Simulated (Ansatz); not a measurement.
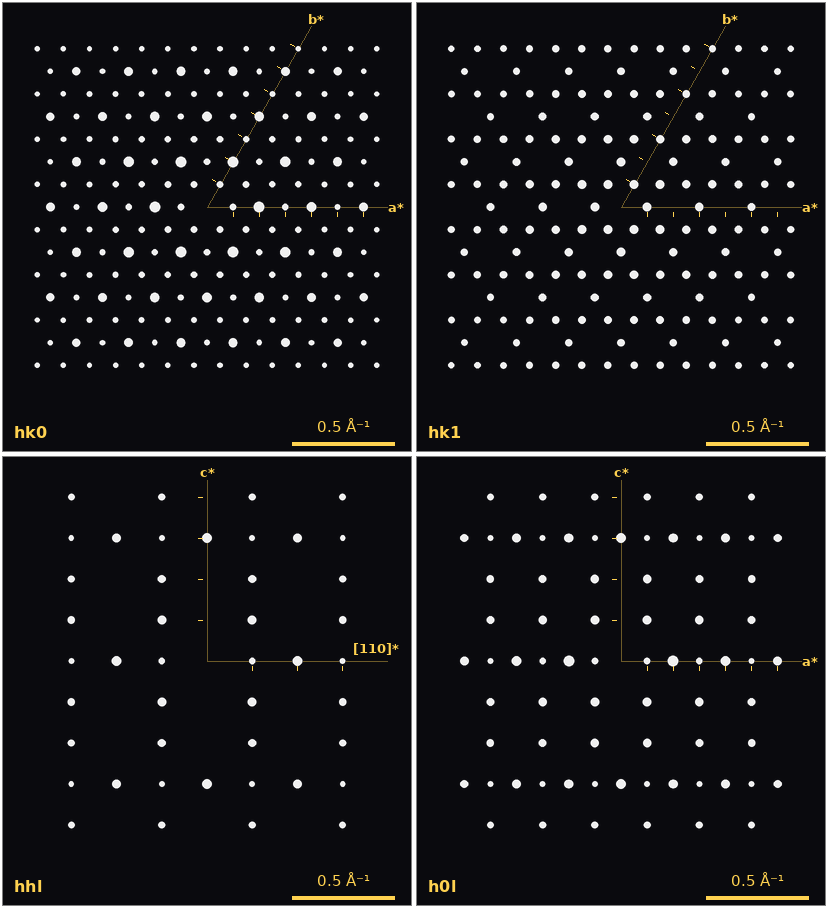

Simulated precession-type sections (X-rays; kinematic intensities, B = 0.5 Å²). The ticks mark integer indices of the conventional cell.

### Read the reciprocal cell and give the direct cell.

a* = 0.129, b* = 0.129, c* = 0.203 Å⁻¹, γ* = 60°; the cell is hexagonal with a = 8.94 Å, c = 4.93 Å (hexagonal axes).

### Which reflection conditions do the layers show?

Reflections are present only under these conditions. hkl: no condition; hk0: no condition; h0l: no condition; hhl: no condition; 00l: l = 3n. The lattice is primitive (P). Further gaps, such as 0 2 1, 2 0 1, 2 0 2, come from atoms on special positions, not from the group's general conditions.

### Which space groups fit?

The intensities have Laue symmetry 6/mmm (the hk0 layer shows 6mm, hk1 shows 6mm). With these conditions the candidates are P6_222 (No. 180), P6_422 (No. 181). Diffraction geometry alone does not choose among them; the structure has P6_422. The compound is Rb. Structure: coordinates from a relaxation with DFT PBE, scalar-relativistic, plane waves, PAW in Ansatz; the starting structure was generated, so it need not be a known form of this composition.
